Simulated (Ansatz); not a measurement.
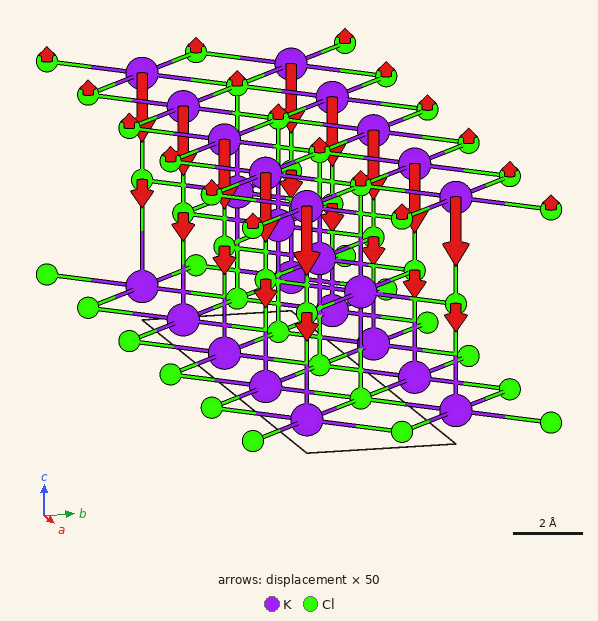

A constrained relaxation of a slab of composition KCl (cut from the Fm-3m phase). The starting structure is drawn; red arrows show the displacements, 50 times their true length.

A ball-and-stick model of the cell of the calculation, outlined in the plane, without the vacuum, seen slightly off an axis.

Case: flat (0 0 1) slab. 8 atoms are held fixed.

Level of theory: Ansatz, DFT PBE, scalar-relativistic, plane waves, PAW.

Input
```yaml
crystal:
  lattice:
    - [18.0407353586, 0.0, 0.0]
    - [0.0, 4.5101838396, 0.0]
    - [0.0, 0.0, 21.5675447322]
  atoms:
    - { symbol: K, position: [0.0, 0.0, 0.0695489458] }
    - { symbol: K, position: [0.125, 0.5, 0.2174184236] }
    - { symbol: Cl, position: [0.0, 0.0, 0.2174184236] }
    - { symbol: Cl, position: [0.125, 0.5, 0.0695489458] }
    - { symbol: K, position: [0.25, 1.0, 0.0695489458] }
    - { symbol: K, position: [0.375, 0.5, 0.2174184236] }
    - { symbol: Cl, position: [0.25, 1.0, 0.2174184236] }
    - { symbol: Cl, position: [0.375, 0.5, 0.0695489458] }
    - { symbol: K, position: [0.5, 1.0, 0.0695489458] }
    - { symbol: K, position: [0.625, 0.5, 0.2174184236] }
    - { symbol: Cl, position: [0.5, 1.0, 0.2174184236] }
    - { symbol: Cl, position: [0.625, 0.5, 0.0695489458] }
    - { symbol: K, position: [0.75, 1.0, 0.0695489458] }
    - { symbol: K, position: [0.875, 0.5, 0.2174184236] }
    - { symbol: Cl, position: [0.75, 1.0, 0.2174184236] }
    - { symbol: Cl, position: [0.875, 0.5, 0.0695489458] }
    - { symbol: K, position: [0.0, 0.0, 0.3652879015] }
    - { symbol: Cl, position: [0.125, 0.5, 0.3652879015] }
    - { symbol: K, position: [0.25, 1.0, 0.3652879015] }
    - { symbol: Cl, position: [0.375, 0.5, 0.3652879015] }
    - { symbol: K, position: [0.5, 1.0, 0.3652879015] }
    - { symbol: Cl, position: [0.625, 0.5, 0.3652879015] }
    - { symbol: K, position: [0.75, 1.0, 0.3652879015] }
    - { symbol: Cl, position: [0.875, 0.5, 0.3652879015] }
basis:
  ecutwfc: 420
kpoints:
  mp_grid: { grid: [2, 6, 1] }
hamiltonian:
  xc: pbe
scf:
  occupations: { method: gaussian, width: 0.05 }
output:
  forces: true
  eigenvalues: true
  populations: true
  write_density: true
  write_potential: true
  elf: true
  volumetric_format: npy
relax:
  adjacent_minimum: "off"
  f_tol: 0.02
  max_steps: 45
  constraints: [{ sites: [0, 3, 4, 7, 8, 11, 12, 15] }]
efield:
  axis: 3
  dipole_correction: true
  ramp_width: 0.04
```

Launched with:
```bash
ansatz run input.yaml --threads 4 --pin off --max-ram 9216MiB --backend cpu --events-out ev --progress --plain --runs-dir out
```

Which element moves most?

Answer. Potassium: up to 0.042 Å, against 0.017 Å for chlorine.

What did the optimiser do to the structure, and how much energy did it gain?

Answer. The largest moves, 0.042 Å, are those of K17, K19, K21 and K23. K17 goes along the normal (−c). By element the largest moves are K 0.042 Å, Cl 0.017 Å. The cell doesn't change. Among the contacts that change: Cl11–K21 3.189 → 3.165 Å, K13–Cl15 3.189 → 3.172 Å, K10–Cl22 3.189 → 3.197 Å. The energy falls by 6.8 meV per cell of the calculation in 1 geometry step. Largest force component: 0.07 eV/Å at the start, 0.0096 eV/Å at the end.
